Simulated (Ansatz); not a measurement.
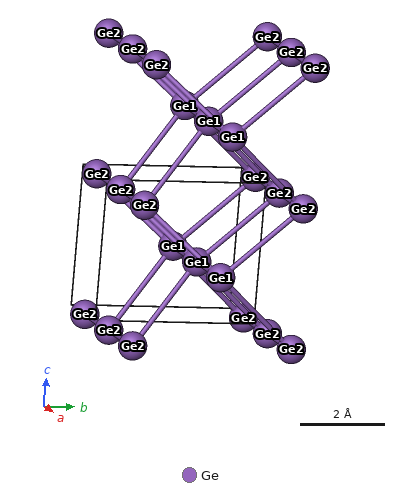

Fig. 1: The structure as given in the input (ball-and-stick view of the reduced cell, repeated 3 × 1 × 2, seen slightly off an axis; atoms are numbered from 1 in the order of the input). An atom can appear more than once, as a periodic image.

Run report: Ge, geometry relaxation

Ge (P-1, 2 atoms in the cell), computed with DFT LDA, scalar-relativistic, plane waves, PAW, no spin polarisation (Ansatz 0.2.0).

The structure derives from a Materials Project entry. It belongs to a series of runs on one base structure; here: all atoms moved at random, sigma 0.05 A a component; relaxed back. Figures and captions count atoms from 1; the log counts them from 0 in places.

Input
```yaml
crystal:
  lattice:
    - [-2.5429154586, 2.5429154586, 1.3851322943]
    - [2.5429154586, -2.5429154586, 1.3851322943]
    - [2.5429154586, 2.5429154586, -1.3851322943]
  atoms:
    - { symbol: Ge, position: [0.238801221, 0.7499366097, 0.4873900838] }
    - { symbol: Ge, position: [0.511198779, 0.5000633903, 0.0126099162] }
basis:
  ecutwfc: 420
kpoints:
  mp_grid: { grid: [14, 14, 14] }
hamiltonian:
  xc: lda
scf:
  occupations: { method: gaussian, width: 0.15 }
output:
  forces: true
  stress: true
  eigenvalues: true
relax:
  adjacent_minimum: "off"
  f_tol: 0.01
  max_steps: 80
```

Hardware: 2 threads of Arm Neoverse V1, 24 GiB of memory available, shared host.

Run as:
```bash
ansatz run input.yaml --threads 2 --pin off --max-ram 5120MiB --backend cpu --events-out ev --progress --plain --runs-dir out
```

Output
```
Warning: output.stress: scf.convergence.dr2_threshold = 1e-7 eV (the SCF's general default) is looser than the 2e-10 eV advised for a printed stress (1e-10 eV for each atom of the cell: 2). What an SCF threshold leaves in a stress goes as its square root, and in the free energy as the threshold itself, and one threshold admits the most on a small cell: of the crystals measured, under no hybrid functional and no lock of the moments, on runs that ended without the residual-converged pass, on stresses that held no estimate of that error, the worst erred by over 100 MPa in a component at 1e-7 eV an atom and by under 5 at 1e-10. Every solve of this run answers to scf.convergence.dr2_threshold, and the tensor of one is reported: a single SCF on the reported geometry and on this run's grids (its basis.xc_grid and basis.ecutrho_ratio typed), with scf.convergence.dr2_threshold at 2e-10 eV or tighter, prints it and tightens no other solve. Else set scf.convergence.dr2_threshold to 2e-10 eV or tighter. The threshold is an SCF's pass mark: one that does not reach it within its budget of iterations ends unconverged, or closes short of it on a stop that the run arms, and scf.convergence.dr2_threshold's page says what that costs each kind of run
Engine: ansatz 0.2.0, aarch64-unknown-linux-gnu
Pseudopotentials: kind: paw
Pseudopotential: Ge, paw, valence charge 14, recommended cutoff 420 eV (normal), Ge.paw.azcp
Functional definition: SPW92
  exchange = slater_x
  correlation = pw_c
Crystal: 2 atoms, lattice volume = 35.827 Å³
Basis set: ecut = 420 eV, 725 PW (Γ)
Bands: 18, of which v1, the nominal top of the filled ones, is band 14 counted from 1 (13 counted from 0)
Symmetry: 2 space group operations
Space group: P-1 (ITA 2), of the structure as read, at distance tolerance 3.3e-5 Å
k-points: 1376 of 2744
Non-local potential: Ge, projectors of the file, l = 0: 2, l = 1: 2, l = 2: 3, l = 3: 1
PAW form: soft (Blöchl's): semilocal exchange-correlation on the pseudo side does not see the compensation charge
PAW frozen core: Ge, regenerated for the run's functional, and the local potential with it (the file was generated under x = pbe(κ = 0.804, μ = 0.2195149727645171), c = pbe(β = 0.06672455060314922))
PAW one-centre angular grid: Ge, 590 points (default); XC on 64 Gauss nodes
Initial density: superposition of atomic densities (neutral atoms: chi_scale 0, normalization atom), corrected by the library's trained network
Initial wavefunctions: pseudopotential atomic-orbital guess
Functional: x = slater, c = lda
SCF iter   1: F=—  HF=-8431.050401 eV  |F-HF|=—  |Δ(HF+E_count)|=         —  Δρ=5.56e-3  dr2=4.83e-3  ethr=1.77e-3  ⟨swp⟩=5.0  Hψ=101132  notcnv=0
preconditioner: auto → Kerker (q_TF=auto, 2.618 Å⁻¹)  [metal: Δε(μ)=0.002 eV  Ē_g=23.721 eV  σ=0.150 eV  W_gap=0.01  n_scr=16 (ndim 8)  ℏωp=32.8 eV  f_vac=0.000  D(μ)=0.84/eV (n_scr^D=4)]
SCF iter   2: F=—  HF=-8431.048076 eV  |F-HF|=—  |Δ(HF+E_count)|=   2.32e-3  Δρ=3.01e-3  dr2=2.11e-3  ethr=1.72e-5  ⟨swp⟩=2.9  Hψ=55009  notcnv=0
SCF iter   3: F=—  HF=-8431.047500 eV  |F-HF|=—  |Δ(HF+E_count)|=   5.76e-4  Δρ=1.08e-3  dr2=3.19e-4  ethr=7.53e-6  ⟨swp⟩=1.0  Hψ=24719  notcnv=0
SCF iter   4: F=—  HF=-8431.047357 eV  |F-HF|=—  |Δ(HF+E_count)|=   1.43e-4  Δρ=2.46e-4  dr2=1.41e-5  ethr=1.14e-6  ⟨swp⟩=2.9  Hψ=44585  notcnv=0
iter 5 did not close the SCF: its close was put off for the readings that it lacked (scf_convergence_deferred on its scf_iter line)
SCF iter   5: F=-8431.047351 eV  HF=-8431.047351 eV  |F-HF|=1.64e-7  |Δ(HF+E_count)|=   5.61e-6  Δρ=4.43e-5  dr2=4.24e-7  ethr=5.02e-8  ⟨swp⟩=2.0  Hψ=43874  notcnv=0
SCF iter   6: F=-8431.047351 eV  HF=-8431.047351 eV  |F-HF|=3.24e-8  |Δ(HF+E_count)|=   3.33e-8  Δρ=1.15e-5  dr2=3.61e-8  ethr=1.51e-9  ⟨swp⟩=2.4  Hψ=76355  notcnv=0
SCF 1 converged in 6 iterations: F = -8431.047351 eV  dr2 = 3.61e-8
  greatest PAW one-centre occupation: 0.998 electrons in one spin orbital (limit 2), on the Ge atom at site 1 (counted from 0), in its partial waves of l = 2
relax step   1: F+E_penalty+E_count = -8431.04735109 eV  Δ(F+E_penalty+E_count) = +0.000e0 eV  max|allowed force component| = 5.047e-1 eV/Å  Δτ_max = 0.0000 Å  (6 SCF iters, dr2 threshold 2.50e-6 eV, accepted)
Initial density: handed on by an earlier stage of this run
Initial wavefunctions: those handed on with the density
iter 1 solved again at ethr=7.42e-6 eV; its pass at ethr=3.10e-3 eV (dr2=2.08e-3 eV) is discarded
SCF iter   1: F=—  HF=-8431.072295 eV  |F-HF|=—  |Δ(HF+E_count)|=         —  Δρ=2.64e-3  dr2=2.06e-3  ethr=7.42e-6  ⟨swp⟩=2.0  Hψ=99464  notcnv=0  defer=143
preconditioner: auto → Kerker (q_TF=auto, 2.618 Å⁻¹)  [metal: Δε(μ)=0.001 eV  Ē_g=23.720 eV  σ=0.150 eV  W_gap=0.01  n_scr=16 (ndim 8)  ℏωp=32.8 eV  f_vac=0.000  D(μ)=0.90/eV (n_scr^D=4)]
SCF iter   2: F=—  HF=-8431.071964 eV  |F-HF|=—  |Δ(HF+E_count)|=   3.31e-4  Δρ=1.61e-3  dr2=8.78e-4  ethr=7.36e-6  ⟨swp⟩=1.0  Hψ=24598  notcnv=0  defer=143
SCF iter   3: F=—  HF=-8431.071729 eV  |F-HF|=—  |Δ(HF+E_count)|=   2.36e-4  Δρ=1.91e-4  dr2=9.91e-6  ethr=3.14e-6  ⟨swp⟩=2.0  Hψ=28367  notcnv=0  defer=143
SCF iter   4: F=-8431.071727 eV  HF=-8431.071727 eV  |F-HF|=2.45e-7  |Δ(HF+E_count)|=   1.93e-6  Δρ=3.52e-5  dr2=6.03e-7  ethr=3.54e-8  ⟨swp⟩=6.3  Hψ=103234  notcnv=0
SCF 2 converged in 4 iterations: F = -8431.071727 eV  dr2 = 6.03e-7
relax step   2: F+E_penalty+E_count = -8431.07172652 eV  Δ(F+E_penalty+E_count) = -2.438e-2 eV  max|allowed force component| = 2.055e-1 eV/Å  Δτ_max = 0.0347 Å  (4 SCF iters, dr2 threshold 1.59e-5 eV, accepted)
SCF iter   1: F=—  HF=-8431.077315 eV  |F-HF|=—  |Δ(HF+E_count)|=         —  Δρ=1.94e-3  dr2=1.13e-3  ethr=4.21e-5  ⟨swp⟩=3.1  Hψ=66361  notcnv=0  defer=142
preconditioner: auto → Kerker (q_TF=auto, 2.618 Å⁻¹)  [metal: Δε(μ)=0.009 eV  Ē_g=23.720 eV  σ=0.150 eV  W_gap=0.03  n_scr=16 (ndim 8)  ℏωp=32.8 eV  f_vac=0.000  D(μ)=0.90/eV (n_scr^D=4)]
SCF iter   2: F=—  HF=-8431.077154 eV  |F-HF|=—  |Δ(HF+E_count)|=   1.61e-4  Δρ=1.19e-3  dr2=4.91e-4  ethr=4.03e-6  ⟨swp⟩=1.0  Hψ=35782  notcnv=0  defer=136
SCF iter   3: F=—  HF=-8431.077020 eV  |F-HF|=—  |Δ(HF+E_count)|=   1.34e-4  Δρ=1.56e-4  dr2=5.45e-6  ethr=1.75e-6  ⟨swp⟩=2.0  Hψ=28530  notcnv=0  defer=136
SCF iter   4: F=-8431.077018 eV  HF=-8431.077018 eV  |F-HF|=3.28e-7  |Δ(HF+E_count)|=   1.12e-6  Δρ=2.71e-5  dr2=3.99e-7  ethr=9.43e-9  ⟨swp⟩=6.3  Hψ=102594  notcnv=0
SCF 3 converged in 4 iterations: F = -8431.077018 eV  dr2 = 3.99e-7
relax step   3: F+E_penalty+E_count = -8431.07701814 eV  Δ(F+E_penalty+E_count) = -5.292e-3 eV  max|allowed force component| = 5.048e-3 eV/Å  Δτ_max = 0.0262 Å  (4 SCF iters, dr2 threshold 2.64e-6 eV, accepted)
iter 1 solved again at ethr=1.43e-9 eV; its pass at ethr=3.10e-3 eV (dr2=3.99e-7 eV) is discarded
SCF iter   1: F=—  HF=-8431.077018 eV  |F-HF|=—  |Δ(HF+E_count)|=         —  Δρ=2.71e-5  dr2=3.99e-7  ethr=1.43e-9  ⟨swp⟩=1.0  Hψ=82576  notcnv=0
preconditioner: auto → Kerker (q_TF=auto, 2.618 Å⁻¹)  [metal: Δε(μ)=0.011 eV  Ē_g=23.719 eV  σ=0.150 eV  W_gap=0.04  n_scr=16 (ndim 8)  ℏωp=32.8 eV  f_vac=0.000  D(μ)=0.90/eV (n_scr^D=4)]
SCF iter   2: F=—  HF=-8431.077018 eV  |F-HF|=—  |Δ(HF+E_count)|=   1.01e-7  Δρ=1.76e-5  dr2=1.97e-7  ethr=1.43e-9  ⟨swp⟩=2.0  Hψ=38360  notcnv=0
SCF iter   3: F=-8431.077018 eV  HF=-8431.077018 eV  |F-HF|=3.40e-8  |Δ(HF+E_count)|=   2.65e-8  Δρ=9.79e-6  dr2=6.23e-8  ethr=3.57e-10  ⟨swp⟩=4.0  Hψ=73831  notcnv=0
SCF 4 converged in 3 iterations: F = -8431.077018 eV  dr2 = 6.23e-8
relax step   4: F+E_penalty+E_count = -8431.07701831 eV  Δ(F+E_penalty+E_count) = -1.670e-7 eV  max|allowed force component| = 5.046e-3 eV/Å  Δτ_max = 0.0000 Å  (3 SCF iters, accepted)
```

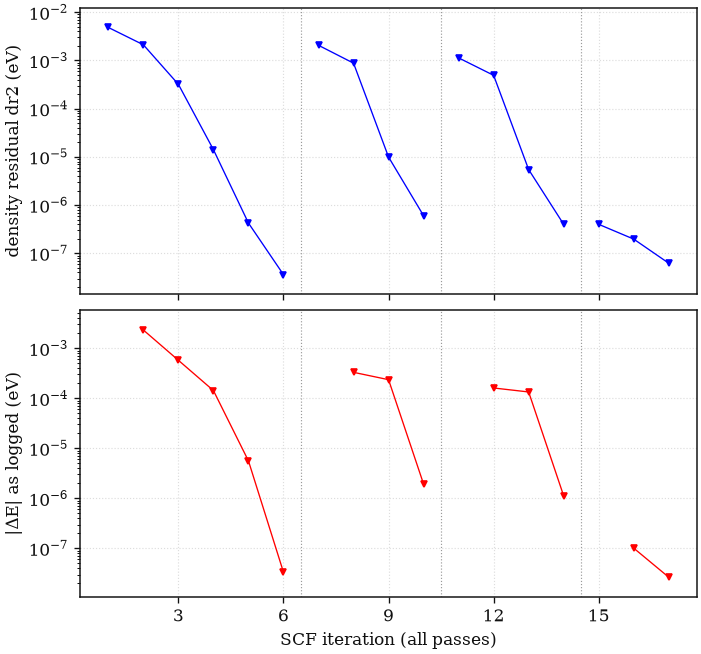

Fig. 2: Convergence of the self-consistent field: density residual dr2 and size of the energy change against the SCF iteration. The dotted lines part the SCF passes of the relaxation: geometry steps, rejected trials and re-solves on a re-selected basis. The passes take 6, 4, 4 and 3 iterations.

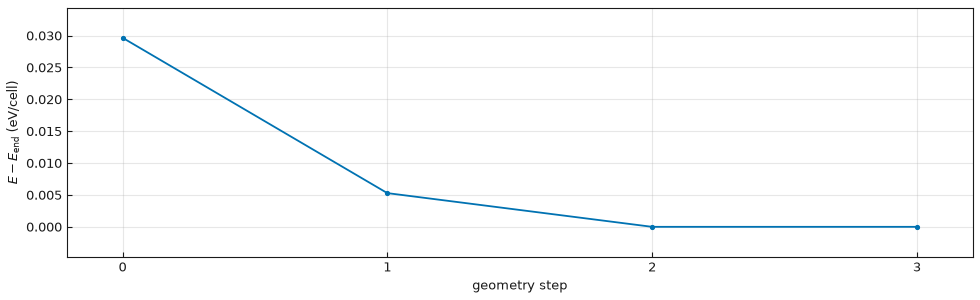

Fig. 3: Progress of the relaxation, step by step (the first geometry is step 0 here and step 1 in the log).

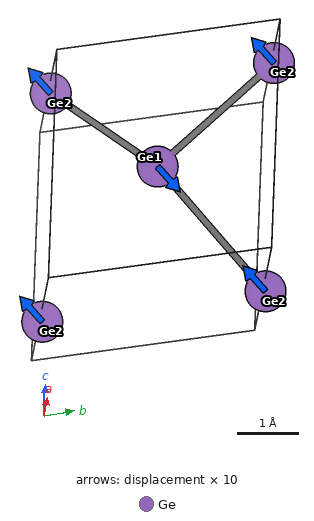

Fig. 4: The starting structure with the displacements as blue arrows, magnified 10 times (ball-and-stick view of the reduced cell, seen at an oblique angle). The energy falls by 29.7 meV per cell of the calculation in 3 geometry steps. Largest force component: 0.5 eV/Å at the start, 0.005 eV/Å at the end. The largest moves, 0.060 Å, are those of Ge1 and Ge2. The cell doesn't change. Distances before and after: Ge1–Ge2 2.753 → 2.634 Å. Among the angles that change: Ge2–Ge1–Ge2 96.9° → 94.0°, Ge2–Ge1–Ge2 91.4° → 93.9°, Ge2–Ge1–Ge2 96.5° → 94.0°. The space group (tolerance 0.01 Å) goes from P-1 (No. 2) to Imma (No. 74). (Atoms are counted from 1 in the order of the input.)

```
SCF converged after 3 iterations
Free energy (F): -8431.077018 eV
Harris-Foulkes:  -8431.077018 eV  (|F-HF|=3.40e-8)
Internal energy: -8431.066949 eV  (E = F + TS)
E sigma→0 (E₀):  -8431.071984 eV
Entropy (-TS):   -0.010070 eV (-5.035 meV/atom)
Fermi energy:    11.350123 eV
--- Per-component energies (eV) ---
  E_band       = -219.396835
  E_kinetic    = 224.229776
  E_local      = -4245.640004  (includes V_loc(G=0)·N_el)
  E_nonlocal   = 839.312913
  E_hartree    = 1860.327526
  E_xc         = -151.624414
  E_vxc        = -131.709744  (∫ρ·V_xc dr)
  E_paw        = -3878.437940  (= ΣΔE_a)
  E_vpaw       = -626.247211  (= ΣTr[D̂ρ^β])
  E_aug_tail   = 0.000653  (compensation charges beyond the density's cutoff)
  E_ewald      = -3083.052110
  E_core_change = 3.816652  (= ΣΔE_core)
  E_smearing   = -0.010070  (= −TS)
  E_closure    = -0.000000  (closes the sum)
  Σ components = -8431.077018   (vs F -8431.077018, Δ=0.00e0)
--- Forces (eV/Å), atoms counted from 1 ---
  atom   1  Ge     0.00015255     0.00239121     0.00504606
  atom   2  Ge    -0.00015255    -0.00239121    -0.00504606
  max |Σ_I F_I| component: 0.00e0 eV/Å
--- Stress (GPa, compression-positive) ---
       -0.620769       0.000004      -0.000225
        0.000004      -0.451394       0.003475
       -0.000225       0.003476       1.065723
  P = ⅓ Tr σ = -0.0021 GPa (-0.021 kbar)
--- Band table (eV; the first three rows and the last of 1376) ---
  k-point 0: bands = ["-13.4799", "-13.4253", "-13.3981", "-13.3907", "-13.2786", "-13.2760", "-13.2709", "-13.2693", "-13.2029", "-13.1303", "-2.2296", "7.3494", "8.9676", "8.9758", "14.6868", "19.1405", "19.1603", "19.6398"]
  k-point 1: bands = ["-13.4769", "-13.4259", "-13.3954", "-13.3925", "-13.2790", "-13.2752", "-13.2699", "-13.2683", "-13.2047", "-13.1335", "-2.1717", "6.7484", "9.0354", "9.4343", "14.9892", "18.4226", "18.8310", "19.7800"]
  k-point 2: bands = ["-13.4680", "-13.4276", "-13.3977", "-13.3872", "-13.2829", "-13.2712", "-13.2673", "-13.2654", "-13.2101", "-13.1426", "-1.9979", "5.6730", "9.2261", "10.1317", "15.8582", "17.2954", "18.0516", "19.6232"]
  k-point 1375: bands = ["-13.4340", "-13.4317", "-13.2997", "-13.2968", "-13.2826", "-13.2814", "-13.2757", "-13.2736", "-13.2671", "-13.2659", "2.3585", "2.3626", "5.2875", "5.2909", "17.5454", "17.6043", "22.6800", "22.6971"]
--- Relaxed structure (4 steps of the walk, 4 accepted, 0 SCFs on fresh bases) ---
  F+E_penalty+E_count = -8431.07701831 eV   max|allowed force component| = 5.046e-3 eV/Å
  atoms:
    - { symbol: Ge, position: [0.24856936851954342, 0.7486213918589113, 0.4999405400793193] }
    - { symbol: Ge, position: [0.5014306314804566, 0.5013786081410887, 5.94599206806922e-5] }
```

Trajectory as extended XYZ (Å, eV, eV/Å), 4 frames, from step=1 to step=4
```
2
Lattice="-2.5429 2.5429 1.3851 2.5429 -2.5429 1.3851 2.5429 2.5429 -1.3851" Properties=species:S:1:pos:R:3:forces:R:3 step=1 energy=-8431.04735
Ge    2.5392   -0.0604    0.6944    0.0303   0.5047   0.0671
Ge    0.0037    0.0604    1.3833   -0.0303  -0.5047  -0.0671
2
Lattice="-2.5429 2.5429 1.3851 2.5429 -2.5429 1.3851 2.5429 2.5429 -1.3851" Properties=species:S:1:pos:R:3:forces:R:3 step=2 energy=-8431.07173
Ge    2.5416   -0.0258    0.6948    0.0105   0.2055   0.0106
Ge    0.0013    0.0258    1.3829   -0.0105  -0.2055  -0.0106
2
Lattice="-2.5429 2.5429 1.3851 2.5429 -2.5429 1.3851 2.5429 2.5429 -1.3851" Properties=species:S:1:pos:R:3:forces:R:3 step=3 energy=-8431.07702
Ge    2.5429   -0.0003    0.6888    0.0002   0.0025   0.0050
Ge    0.0000    0.0003    1.3889   -0.0002  -0.0025  -0.0050
2
Lattice="-2.5429 2.5429 1.3851 2.5429 -2.5429 1.3851 2.5429 2.5429 -1.3851" Properties=species:S:1:pos:R:3:forces:R:3 step=4 energy=-8431.07702
Ge    2.5429   -0.0003    0.6888    0.0002   0.0024   0.0050
Ge    0.0000    0.0003    1.3889   -0.0002  -0.0024  -0.0050
```

Results in brief

```csv
quantity,value
outcome,converged
space group (tolerance 0.01 Å),P-1 (2) → Imma (74)
electrons treated,28
free energy,−8431.0770 eV
Fermi energy,11.350 eV
gap on the k-point mesh,none (metallic)
pressure,0.00 GPa
final volume,35.83 Å³
largest force (length of the vector) at the end,0.006 eV/Å
final cell,"a = 3.854 Å, b = 3.854 Å, c = 3.854 Å, α = 97.42°, β = 97.42°, γ = 137.87°"
wall time,89 s (CPU time 3 min)
peak memory,0.97 GiB
```

Remarks

The program warns: the SCF threshold is looser than advised for the printed stress.
